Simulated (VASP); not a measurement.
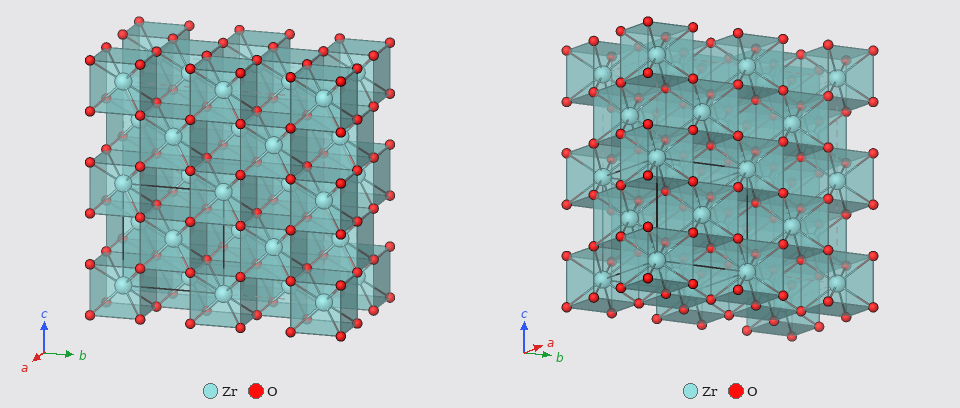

Polyhedra are drawn about Zr (bonds: O–Zr below 2.5 Å); other atoms are plain spheres. Two views of the same piece.

ZrO₂ (space group Fm-3m, No. 225). Coordinates: a cell listed in the Materials Project, as set up for an electronic-structure calculation.

What figure surrounds each Zr atom, and what does it share with the other drawn polyhedra?

Answer. Zr: ZrO8 cube, sharing edges with twelve neighbours.

What is the connectivity of the polyhedra: isolated, groups, chains, layers or framework?

Answer. They form a three-dimensional framework of edge-sharing cubes.

How far apart are the centres of linked polyhedra?

Answer. Centre to centre across a shared edge: 3.60 Å.
